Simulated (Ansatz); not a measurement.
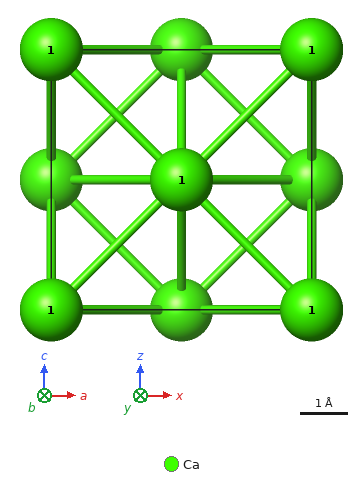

A scan of crystalline Ca (Fm-3m): the cell is strained equally along x and y and separately along z, with the atoms kept at their fractional coordinates. x, y and z are the Cartesian axes of the input. The picture shows the reference cell. Style: ball-and-stick. Shown: the conventional cell (4 times the calculation's cell), along the b axis. Lengths and directions refer to the drawn axes.

Level of theory: DFT PBEsol, scalar-relativistic, plane waves, PAW (Ansatz). Set-up: plane-wave cutoff 420 eV; k-point mesh 14 × 14 × 14; occupations gaussian; smearing width 0.15 eV; no spin polarisation. Energies (free energies at the smearing named) are counted from the cell as listed in its source, which wasn't relaxed.

```xyz
1
Lattice="0.0000 2.7942 2.7942 2.7942 0.0000 2.7942 2.7942 2.7942 0.0000" Properties=species:S:1:pos:R:3 pbc="T T T"
Ca    0.0000    0.0000    0.0000
```

### What energies does the calculation give on a grid with rows −0.080, −0.040, 0.000, 0.040, 0.080 and columns −0.080, −0.040, 0.000, 0.040, 0.080 (strain along x and y; strain along z)?

Rows: strain along x and y; columns: strain along z; values in meV/atom.

```
        −0.080  −0.040  0.000  0.040  0.080
−0.080    65.0    33.3   15.0    9.6   16.2
−0.040     9.5    −5.8  −10.2   −3.9   12.3
 0.000    −8.0    −8.4    0.0   16.8   41.5
 0.040     4.7    18.0   38.0   64.4   96.8
 0.080    41.1    66.8   97.3  132.3  171.6
```

In pairs of (strain along x and y; strain along z): the lowest computed point lies at (−0.040, 0.000) (−10.2 meV/atom), the highest at (0.080, 0.080) (171.6 meV/atom). The valley is tilted: raising the in-plane strain is made harder by raising the strain along z (cross term 0.63 of the geometric mean of the two curvatures). Over the ranges scanned the energy rises more along the first axis, the in-plane strain. The pressure runs from −3.3 GPa at (0.080, 0.080) to 4.2 GPa at (−0.080, −0.080).

As a map, interpolated between the computed points (dots):

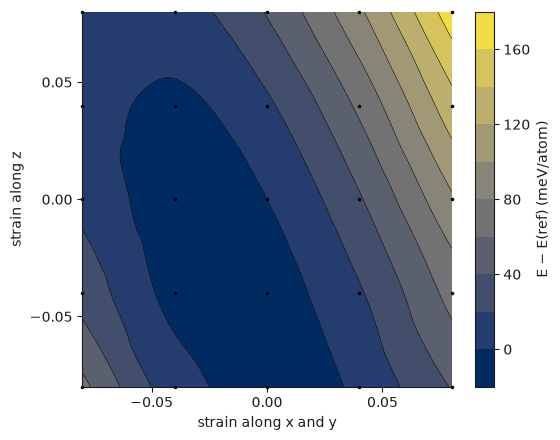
